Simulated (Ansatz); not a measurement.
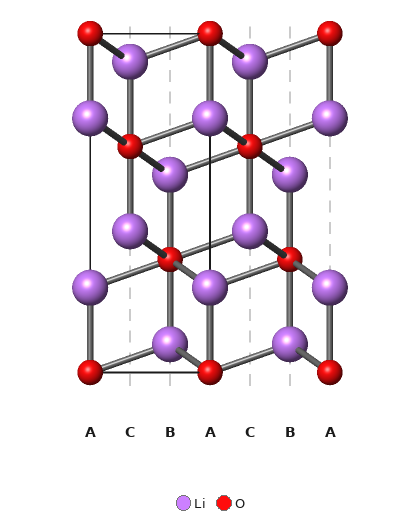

Projection along an edge of the hexagonal mesh, stacking direction [111] upwards. The dashed lines mark the three columns A (0, 0), B (1/3, 2/3) and C (2/3, 1/3). The box is the hexagonal cell of the face-centred cubic lattice. The sequence starts with the first layer at or above the cell's origin.

Li2O (space group Fm-3m, No. 225): coordinates from a relaxation with DFT PBEsol, scalar-relativistic, plane waves, PAW in Ansatz.

List the layers of one repeat.

Answer. O(A) – Li(B) – Li(A) – O(B) – Li(C) – Li(B) – O(C) – Li(A) – Li(C) (nine layers in 7.93 Å).

How are the O layers alone stacked?

Answer. O layers alone: ABC, the cubic close-packed type.

Which positions between or in the O layers do the other atoms fill?

Answer. Li: six tetrahedral sites, counted in one hexagonal cell.
